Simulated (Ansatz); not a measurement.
## Pb: 5 runs along one coordinate

System: Pb (P6₃/mmc, 4 atoms in the cell).
Method: DFT, LDA (PW92), plane waves (420 eV) with PAW, scalar-relativistic, no spin polarisation (Ansatz 0.2.0).

The 5 runs differ only in the geometry, by an even scaling of the cell at fixed fractional positions.

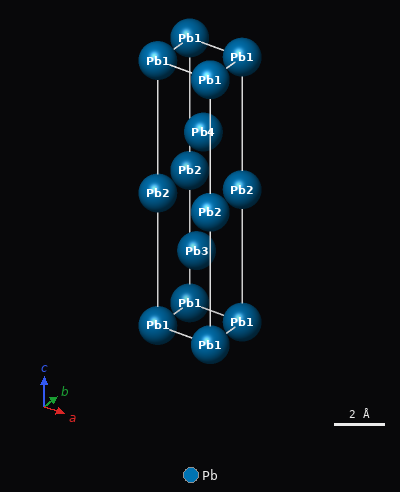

Figure 1. The structure of run 3 (spheres-only view of the cell of the calculation, seen at an oblique angle; atoms are numbered from 1 in the order of the input).

## Input of run 3
```yaml
crystal:
  lattice:
    - [3.4531235836, 0.0, 0.0]
    - [-1.7265617918, 2.9904927458, 0.0]
    - [0.0, 0.0, 11.2133826644]
  atoms:
    - { symbol: Pb, position: [1.0, 1.0, 0.0] }
    - { symbol: Pb, position: [1.0, 1.0, 0.5] }
    - { symbol: Pb, position: [0.3333333333, 0.6666666667, 0.25] }
    - { symbol: Pb, position: [0.6666666667, 0.3333333333, 0.75] }
hamiltonian:
  xc: lda
  pseudopotentials:
    kind: paw
    azcp:
      Pb: "pseudopotentials/Pb.paw.azcp"
basis:
  ecutwfc: 420
  fft_grid_basis: typed
kpoints:
  mp_grid: { grid: [12, 12, 4], shift: [0, 0, 0] }
magnetization:
  spin_polarized: false
scf:
  occupations: { method: fermi_dirac, width: 0.1 }
  lower_state_search: "off"
output:
  stress: true
```

Command:
```bash
ansatz run input.yaml --threads 2 --pin off --max-ram 5120MiB --backend cpu --events-out ev --progress --plain --runs-dir out
```

Run 4 differs from it as follows:
```diff
-    - [3.4531235836, 0.0, 0.0]
-    - [-1.7265617918, 2.9904927458, 0.0]
-    - [0.0, 0.0, 11.2133826644]
+    - [3.4985646313, 0.0, 0.0]
+    - [-1.7492823157, 3.0298458475, 0.0]
+    - [0.0, 0.0, 11.3609440951]
```

## Results, with one run withheld

```tsv
run	volume per atom (Å³)	free energy per atom, from the lowest run given (meV)	pressure (GPa)
1	25.475	91.84	9.38
2	27.791	9.49	2.55
3	28.949	0.00	0.17
4	30.107	?	?
5	31.265	23.93	−3.22
```

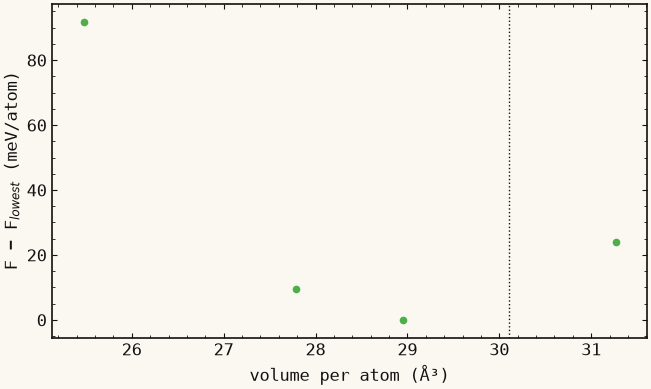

Figure 2. Free energy per atom of the runs given; the dotted line marks run 4.

Fit the runs given and predict run 4.

A quadratic polynomial in V^(−2/3) (the Birch–Murnaghan form), fitted to the 4 runs given, misses them by at most 0.28 meV per atom. With x = V^(−2/3) − 0.10783 Å⁻², it reads F = 3.7721 + 4012.5 x + 9.7237e+05 x² (meV per atom). At run 4 it gives 5.41 meV per atom, and the run itself gives 5.88. The slope of the fit gives a pressure −dF/dV of −1.74 GPa there, and the run prints −1.72 GPa. The fit has its minimum at 29.072 Å³ per atom, where V d²F/dV² gives 53.3 GPa. Cell shape and fractional positions are held, so this is the stiffness under even scaling; the relaxed bulk modulus wasn't computed.

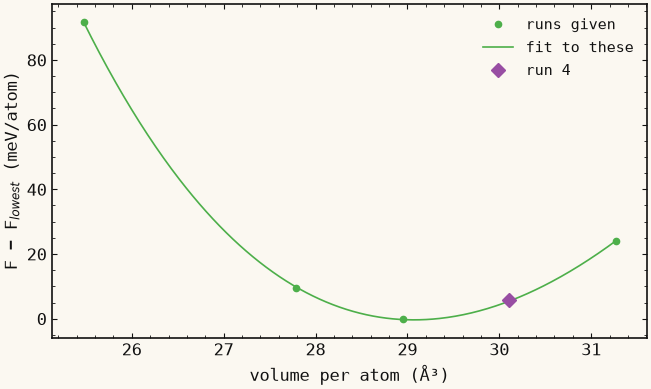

Figure 3. The fit and the withheld run.

## Output, shortened to warnings, some set-up lines, iterations and results (run 4)
```
Warning: [file] the record states the generating functional pbe (its physics header spells it `PBE`), which answers neither for hamiltonian.xc's functional nor for the lda family's — results may be inconsistent (PPs are generated against a specific XC)
Basis set: ecut = 420 eV, 2347 PW (Γ)
Symmetry: 24 space group operations
k-points: 57 of 576
Initial density: superposition of atomic densities (neutral atoms: chi_scale 0, normalization atom), corrected by the library's trained network
[...]
SCF iter   1: F=—  HF=-46409.410466 eV  |F-HF|=—  |Δ(HF+E_count)|=         —  Δρ=5.07e-3  dr2=1.78e-2  ethr=1.77e-3  ⟨swp⟩=8.7  Hψ=18826  notcnv=0
SCF iter   2: F=—  HF=-46409.406538 eV  |F-HF|=—  |Δ(HF+E_count)|=   3.93e-3  Δρ=2.54e-3  dr2=4.57e-3  ethr=3.19e-5  ⟨swp⟩=2.1  Hψ=3768  notcnv=0  defer=1
SCF iter   3: F=—  HF=-46409.404988 eV  |F-HF|=—  |Δ(HF+E_count)|=   1.55e-3  Δρ=2.40e-4  dr2=1.13e-4  ethr=8.16e-6  ⟨swp⟩=2.0  Hψ=3133  notcnv=0  defer=1
SCF iter   4: F=—  HF=-46409.404996 eV  |F-HF|=—  |Δ(HF+E_count)|=   8.39e-6  Δρ=7.08e-5  dr2=9.36e-6  ethr=2.03e-7  ⟨swp⟩=2.0  Hψ=2436  notcnv=0  defer=1
SCF iter   5: F=—  HF=-46409.404996 eV  |F-HF|=—  |Δ(HF+E_count)|=   2.67e-7  Δρ=1.39e-5  dr2=4.23e-7  ethr=1.67e-8  ⟨swp⟩=1.1  Hψ=2000  notcnv=0  defer=1
SCF iter   6: F=-46409.404996 eV  HF=-46409.404996 eV  |F-HF|=9.28e-9  |Δ(HF+E_count)|=   3.07e-8  Δρ=4.38e-6  dr2=2.27e-8  ethr=1.79e-10  ⟨swp⟩=5.0  Hψ=7280  notcnv=0
SCF 1 converged in 6 iterations: F = -46409.404996 eV  dr2 = 2.27e-8
SCF converged after 6 iterations
Free energy (F): -46409.404996 eV
Harris-Foulkes:  -46409.404996 eV  (|F-HF|=9.28e-9)
Internal energy: -46409.337097 eV  (E = F + TS)
E sigma→0 (E₀):  -46409.371047 eV
Entropy (-TS):   -0.067899 eV (-16.975 meV/atom)
Fermi energy:    10.723616 eV
--- Per-component energies (eV) ---
  E_band       = -158.422819
  E_kinetic    = 1158.853592
  E_local      = -4058.520904  (includes V_loc(G=0)·N_el)
  E_nonlocal   = 1414.464555
  E_hartree    = 1603.881981
  E_xc         = -877.535076
  E_vxc        = -535.337301  (∫ρ·V_xc dr)
  E_paw        = -40409.606040  (= ΣΔE_a)
  E_vpaw       = -1345.652777  (= ΣTr[D̂ρ^β])
  E_aug_tail   = 0.000181  (compensation charges beyond the density's cutoff)
  E_ewald      = -5240.564531
  E_core_change = -0.310854  (= ΣΔE_core)
  E_smearing   = -0.067899  (= −TS)
  E_closure    = -0.000000  (closes the sum)
  Σ components = -46409.404996   (vs F -46409.404996, Δ=0.00e0)
--- Stress (GPa, compression-positive) ---
       -1.837958       0.000000       0.000000
        0.000000      -1.837958      -0.000000
        0.000000      -0.000000      -1.488821
  P = ⅓ Tr σ = -1.7216 GPa (-17.216 kbar)
```

The program warns: the PAW datasets were made with another functional. Spin–orbit coupling is left out, which matters for Pb.
